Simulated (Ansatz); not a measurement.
# Calculations on Li

**1. Relaxation**

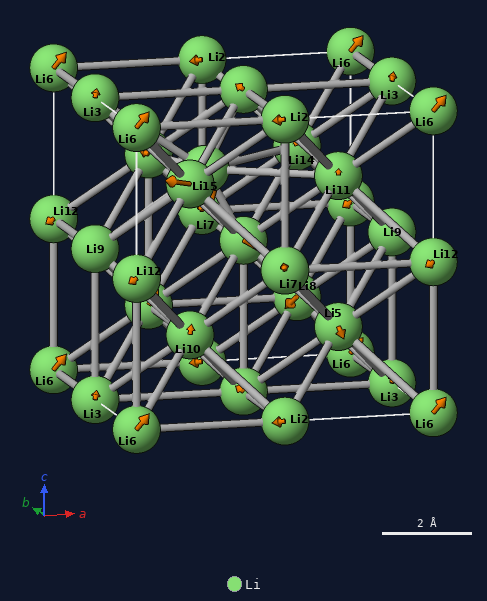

A relaxation of a defect cell of composition Li. The starting structure is drawn; orange arrows show the displacements, at their true length.

The picture is a ball-and-stick view of the cell of the calculation, reduced to other axes (origin shifted), seen slightly off an axis. Lengths and directions refer to the drawn axes.

It is an interstitial Li in bcc Li. The run prepares the start of a later molecular dynamics calculation, from a guessed geometry.

Computed with Ansatz, DFT PBE, scalar-relativistic, plane waves, PAW. (plane-wave cutoff 420 eV; k-point mesh 2 × 2 × 2; occupations fermi dirac; smearing width 0.1 eV; no spin polarisation; atoms relaxed in a fixed cell; force threshold 0.08 eV/Å; at most 25 steps)

> Describe the change and its energy.

After 7 geometry steps the energy has fallen by 1.667 eV per cell of the calculation. Largest force component: 1.6 eV/Å at the start, 0.076 eV/Å at the end. The atom that moves furthest is a Li atom (1.13 Å roughly along [2 0 −1]). The cell stays as it was. Among the contacts that change: Li–Li 3.022 → 4.775 Å, Li–Li 3.022 → 4.148 Å, Li–Li 3.943 → 2.947 Å, Li–Li 3.490 → 2.609 Å. Bond angles that change, for instance: Li–Li–Li 180.0° → 134.9°, Li–Li–Li 103.6° → 148.1°, Li–Li–Li 180.0° → 141.9°. The run took roughly 30 core-seconds on a shared host.

Limits of the set-up: the k-point mesh is coarse for a cell with partly filled bands; the program's low-accuracy preset was used; the periodic images lie only 7.0 Å apart, so the values are limited by the cell's size.

**2. Dynamics**

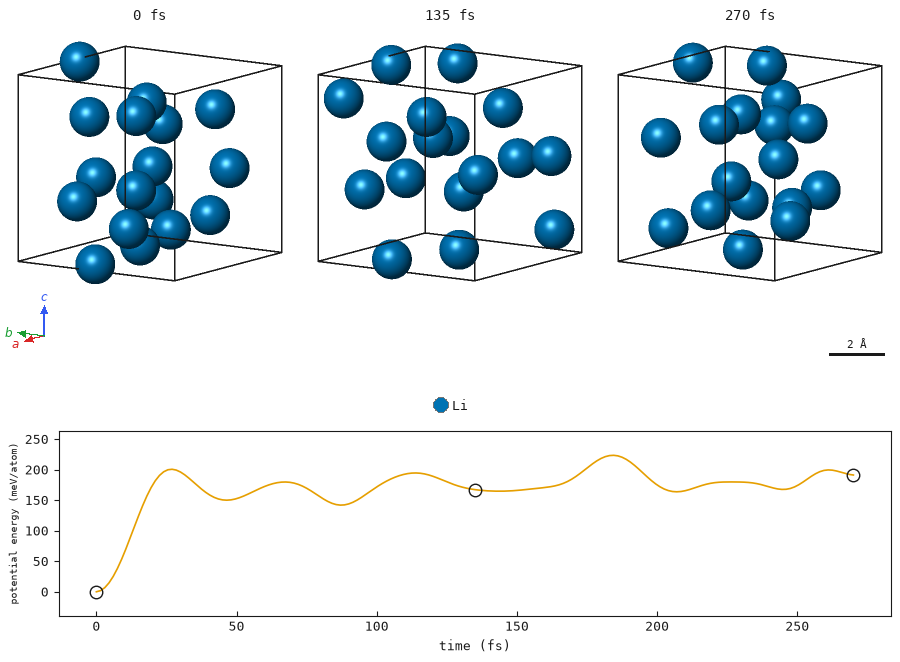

First-principles dynamics of Li with an interstitial Li (17 atoms in the cell), 270 fs long. Frames and the history of the run. Style: spheres-only. Shown: the simulation cell, from a free direction. Atoms that leave the cell re-enter on the other side.

The calculation used DFT PBE, scalar-relativistic, plane waves, PAW (Ansatz). Set-up: plane-wave cutoff 420 eV; k-point mesh 2 × 2 × 2; Fermi-Dirac smearing 0.1 eV; low-accuracy preset; constant energy (NVE); velocities drawn for 3000 K; time step 1.5 fs.

What do the frames and curves show?

In the second half of the run the atoms are, in the root-mean-square, this far from where they began (common drift taken out): Li 2.40 Å. That is a large part of the typical shortest distance between atoms in the first frame, about 2.7 Å and still growing: the atoms leave their places as in a liquid. Over the second half the temperature averages 1504 K (spread ±138 K). The first frame carries almost no forces, so kinetic energy first flows into potential energy: the temperature drops from 3000 to 1353 K within 27 fs, and without a thermostat its mean stays below the start. The potential energy in the second half lies on average 182 meV per atom above the first frame.

Limits of the set-up: the k-point mesh is coarse for a cell with partly filled bands; the program's low-accuracy preset was used; the periodic images lie only 7.0 Å apart, so the values are limited by the cell's size.

**3. Dynamics**

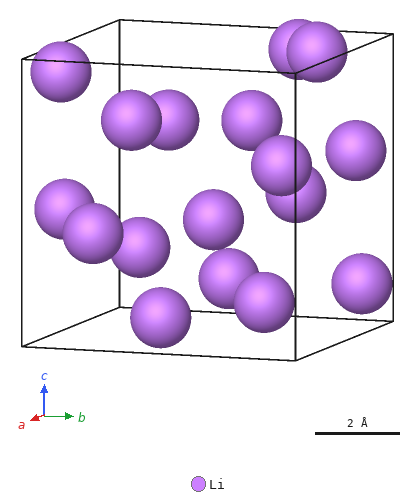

Starting frame of a dynamics run of Li with an interstitial Li (17 atoms in the cell). It starts from the last geometry of an earlier run, with fresh velocities. A spheres-only model of the simulation cell, seen slightly off an axis.

Computed with Ansatz 0.2.0, DFT PBE, scalar-relativistic, plane waves, PAW.

Input file:
```yaml
accuracy: low
crystal:
  lattice:
    - [6.98, 0.0, 0.0]
    - [0.0, 6.98, 0.0]
    - [0.0, 0.0, 6.98]
  atoms:
    - { symbol: Li, position: [0.17343558, 0.45979431, 0.14275221] }
    - { symbol: Li, position: [0.46250769, -0.115922, -0.00872025] }
    - { symbol: Li, position: [0.071253, 0.67872469, -0.06311416] }
    - { symbol: Li, position: [-0.09384271, 0.22410244, 0.38877072] }
    - { symbol: Li, position: [0.27871966, 0.27699145, -0.30026185] }
    - { symbol: Li, position: [0.70320441, 0.39916242, 0.07662655] }
    - { symbol: Li, position: [0.19541489, -0.04692973, 0.15220167] }
    - { symbol: Li, position: [0.79738766, -0.1894284, 0.16302409] }
    - { symbol: Li, position: [-0.3870279, 0.26007135, 0.74424062] }
    - { symbol: Li, position: [0.01169794, 0.64642153, 0.42928264] }
    - { symbol: Li, position: [0.56253368, -0.00175416, 0.41502798] }
    - { symbol: Li, position: [0.58948285, 0.55121903, 0.40931168] }
    - { symbol: Li, position: [0.78250216, 0.86883261, 0.63929025] }
    - { symbol: Li, position: [0.47529501, 0.24112409, 1.28239405] }
    - { symbol: Li, position: [0.39521278, 0.62205438, 0.73131645] }
    - { symbol: Li, position: [0.81860564, 1.07580489, 0.93147021] }
    - { symbol: Li, position: [0.16584956, 0.92026221, 0.60961102] }
basis:
  ecutwfc: 420.0
kpoints:
  mp_grid: { grid: [2, 2, 2] }
hamiltonian:
  xc: pbe
scf:
  occupations: { method: fermi_dirac, width: 0.002 }
  lower_state_search: "off"
md:
  timestep: 1
  n_steps: 200
  ensemble: nvt_langevin
  temperature: 2100.0
  initial_velocities: maxwell_boltzmann
  seed: 148546
  friction: 0.05
```

Command:
```bash
ansatz run input.yaml --threads 1 --pin off --max-ram 3072MiB --backend cpu --events-out ev --progress --plain --runs-dir out
```

**What does the trajectory do?**

The mean temperature in the second half is 2197 K (standard deviation 359 K). The potential energy is still drifting at the end, so the run hasn't reached equilibrium. The potential energy in the second half lies on average 102 meV per atom above the first frame. In the second half of the run the atoms are, in the root-mean-square, this far from where they began (common drift taken out): Li 1.31 Å. That is a large part of the typical shortest distance between atoms in the first frame, about 2.4 Å and still growing: the atoms leave their places as in a liquid. The smearing is very narrow for so coarse a k-point mesh, which makes the forces of a metal noisy.

Along the run (each row but the first and the last is the mean over the interval that it begins):

```json
{"time (fs)": "0.0", "potential energy (meV/atom)": "0.0", "T (K)": "1976"}
{"time (fs)": "20.0", "potential energy (meV/atom)": "69.5", "T (K)": "1783"}
{"time (fs)": "40.0", "potential energy (meV/atom)": "29.4", "T (K)": "2382"}
{"time (fs)": "60.0", "potential energy (meV/atom)": "42.2", "T (K)": "1792"}
{"time (fs)": "80.0", "potential energy (meV/atom)": "47.5", "T (K)": "1913"}
{"time (fs)": "100.0", "potential energy (meV/atom)": "51.3", "T (K)": "1966"}
{"time (fs)": "120.0", "potential energy (meV/atom)": "26.3", "T (K)": "2723"}
{"time (fs)": "140.0", "potential energy (meV/atom)": "164.9", "T (K)": "2156"}
{"time (fs)": "160.0", "potential energy (meV/atom)": "194.7", "T (K)": "2015"}
{"time (fs)": "180.0", "potential energy (meV/atom)": "74.4", "T (K)": "2140"}
{"time (fs)": "200.0", "potential energy (meV/atom)": "40.4", "T (K)": "1939"}
```

The paths of the atoms:

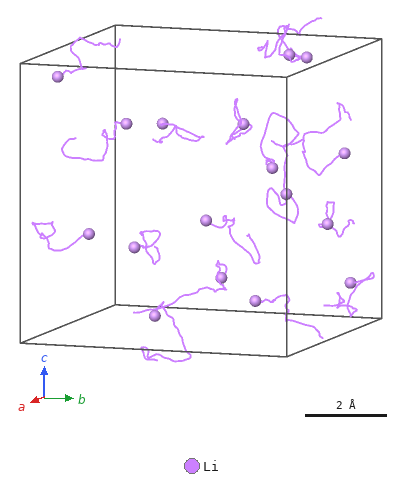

Limits of the set-up: the k-point mesh is coarse for a cell with partly filled bands; the program's low-accuracy preset was used; the periodic images lie only 7.0 Å apart, so the values are limited by the cell's size.
